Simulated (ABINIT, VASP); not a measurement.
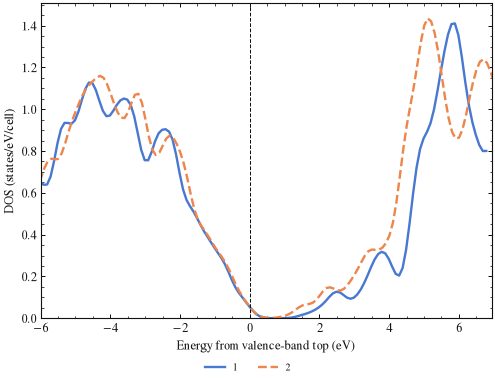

Total densities of states of antifluorite-type Be₂C, space group Fm-3m, 3 atoms in the primitive cell (cubic a = 4.330 Å), by two methods on the same cell. The DOS curves are built from the levels of the k mesh with Gaussians 0.55 eV wide, which also blur the band edges; ripples of that width can come from the mesh. Each is counted from its own valence-band top.

> Which curve is which? The methods: r2SCAN (ABINIT), PBEsol (VASP).

1 is r2SCAN (ABINIT); 2 is PBEsol (VASP). r2SCAN (ABINIT) gives a gap of 1.50 eV and PBEsol (VASP) gives a gap of 1.06 eV.

Settings. r2SCAN (ABINIT): JTH PAW PBE v2.0, no spin polarisation, no spin-orbit coupling, 11×11×11 k mesh, 626 eV cutoff, Fermi-Dirac smearing of 0.05 eV (ABINIT 10.8.3 (patched build)). PBEsol (VASP): VASP PAW PBE potentials, release 64 (C, Be), no spin polarisation, no spin-orbit coupling, 12×12×12 k mesh, 520 eV cutoff, Gaussian smearing of 0.02 eV (VASP 6.6.1).

Gaps are the smallest over all k points computed. The two runs differ in program as well. The PAW data sets were made with another functional. LDA, GGA and most meta-GGA functionals understate gaps. r2SCAN (ABINIT): the mesh misses the band edges, which the band path finds closer together.
